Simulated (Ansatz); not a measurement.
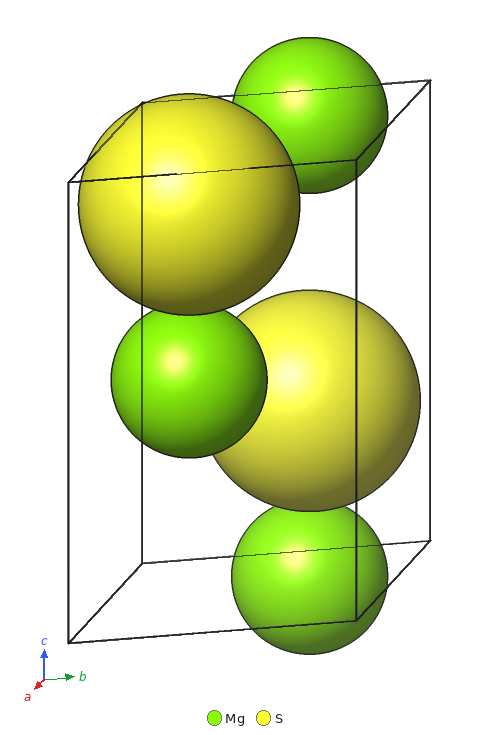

Drawn in the space-filling manner and seen slightly off an axis. The conventional unit cell is drawn as a box.

MgS, wurtzite, space group P6_3mc (No. 186), a = 4.029 Å, b = 4.029 Å, c = 6.454 Å, α = 90.00°, β = 90.00°, γ = 120.00°. The structure was taken from a structure listed in the Materials Project. Earlier steps of the study may have refined or changed the cell and positions. It was the input of a calculation with Ansatz.

This one geometry was computed with Ansatz (DFT, plane waves, PAW) at three levels of theory: HSE06, r2SCAN and PBE. It was relaxed beforehand with r2SCAN.

> How does the band gap change with the level of theory?

PBE: a gap of 3.47 eV, direct; r2SCAN: a gap of 4.15 eV, direct; HSE06: a gap of 4.53 eV, direct.

> Collect the results in a table.

| level | cutoff (eV) | k-mesh of the run's cell | gap (eV) | pressure (GPa) |
| --- | --- | --- | --- | --- |
| HSE06 | 420 | 6×6×4 | 4.53 | 0.0 |
| r2SCAN | 500 | 12×12×4 | 4.15 | 0.0 |
| PBE | 420 | 12×12×4 | 3.47 | 1.1 |

Gaps are taken on the k-mesh or band path of each run.
